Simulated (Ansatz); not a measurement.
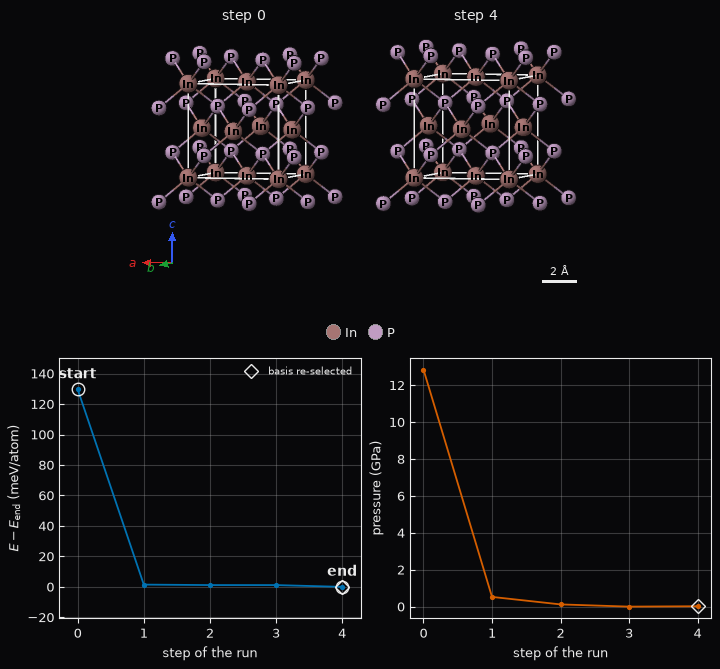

First and last geometry of a relaxation of a crystal of InP (built on the zincblende type), with the history of the run. The picture is a ball-and-stick view of the conventional cell (4 times the calculation's cell), seen from a free direction. Lengths and directions refer to the drawn axes.

All numbers below come from DFT, PBE, plane waves, PAW (Ansatz 0.2.0).

Input file:
```yaml
crystal:
  lattice:
    - [0.0, 2.8325958907, 2.8325958907]
    - [2.8325958907, 0.0, 2.8325958907]
    - [2.8325958907, 2.8325958907, 0.0]
  atoms:
    - { symbol: In, position: [0.0, 0.0, 0.0] }
    - { symbol: P, position: [0.25, 0.25, 0.25] }
kpoints:
  mp_grid: { grid: [8, 8, 8] }
hamiltonian:
  xc: pbe
scf:
  occupations: { method: fermi_dirac, width: 0.02 }
relax:
  f_tol: 0.005
  cell: {}
```

Command:
```bash
ansatz run input.yaml --threads 2 --pin off --max-ram 2211MiB --backend cpu --events-out ev --progress --plain --runs-dir out
```

Q: Did the run converge, and what did it change?

A: It converged. No atom moves by more than 0.005 Å relative to the cell. The drawn cell changes as follows: a = b = c 5.665 → 5.958 Å (+5.2 %); the volume changes by +16.3 %. Among the contacts that change: In1–P2 2.453 → 2.580 Å. The space group stays F-43m (No. 216). Over 3 accepted moves (4 points after the start) the energy falls by 130 meV per atom. All forces vanish by symmetry, so only the cell relaxes. Pressure: 12.85 GPa at the start and 0.02 GPa at the end. At 1 point the geometry stayed and the basis and grid were re-selected for the new cell (energy shift of 1.2 meV per atom at most each time).
